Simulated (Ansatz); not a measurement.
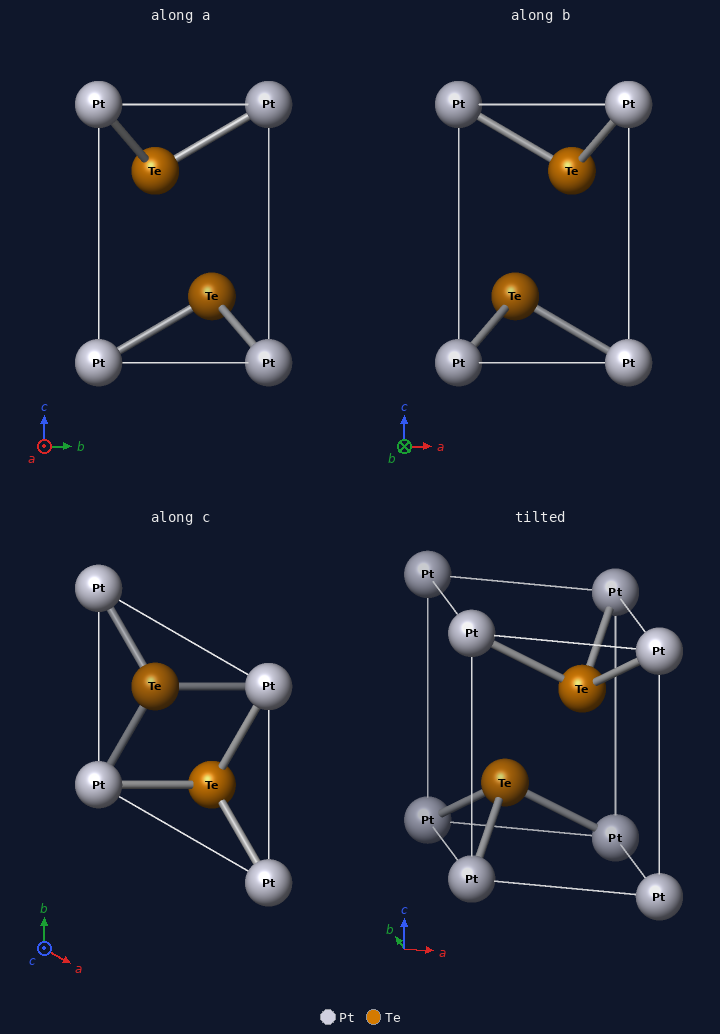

Ball-and-stick representation of a periodic structure, projected along the a axis, along the b axis, along the c axis and slightly off an axis. The lines enclose the conventional unit cell; boundary atoms appear with their images.

Lattice parameters: a = 4.038 Å, b = 4.038 Å, c = 5.311 Å, α = 90.00°, β = 90.00°, γ = 120.00°.

Express the structure as a table of Wyckoff sites, with free fractional coordinates to two decimals.

Answer. Space group P-3m1 (No. 164).
```json
{"atom": "Pt", "site": "1a", "x": "0.00", "y": "0.00", "z": "0.00"}
{"atom": "Te", "site": "2d", "x": "0.3333", "y": "0.6667", "z": "0.26"}
```

The structure was taken from a structure type filled with these elements by a generator (whether the compound takes this form wasn't checked). Earlier steps of the study may have refined or changed the cell and positions. A calculation with Ansatz used it as input.
